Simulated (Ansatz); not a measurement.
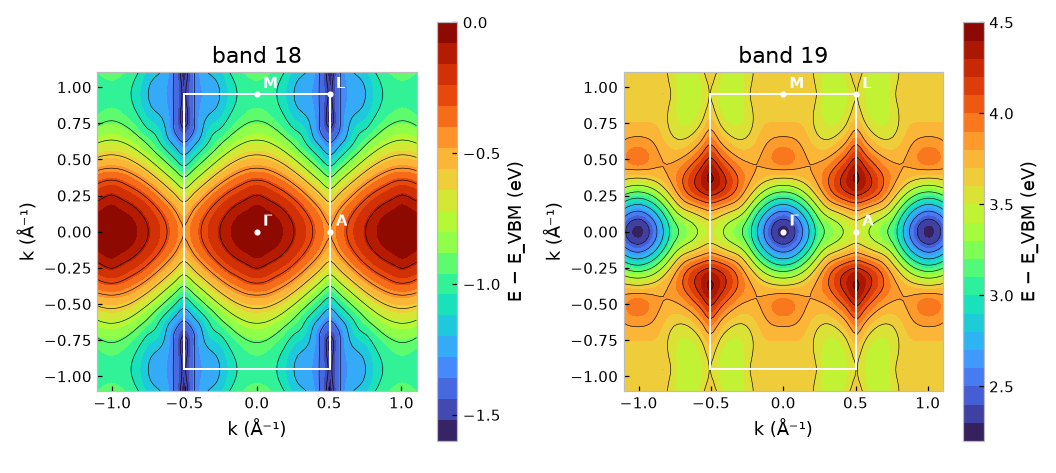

Two bands of ZnS in space group P6_3mc over the plane through Γ, A and M: the highest mostly filled and the lowest mostly empty one.

Computed with DFT PBE, scalar-relativistic, plane waves, PAW; levels and slopes on a dense k mesh at the converged density in Ansatz 0.2.0. No spin polarisation. k mesh for the levels: 30×30×16. Cell and positions as given, without relaxation (largest force 0.3 eV/Å).

Give both levels and their distance at the named points.

Answer.
```
point  lower band (eV)  upper band (eV)  distance (eV)
    Γ             0.00             2.25           2.25
    A            −0.45             3.51           3.96
    M            −0.98             3.61           4.59
    L            −1.53             3.61           5.14
```

Where are the band edges of the whole zone?

Answer. The valence band has one maximum at Γ, principal masses 0.15, 3.94 and 3.94 mₑ; the conduction band has one minimum at Γ, principal masses 0.16, 0.18 and 0.18 mₑ. The gap is direct, 2.25 eV at this level of theory, which underestimates gaps and can reorder valleys that lie close.
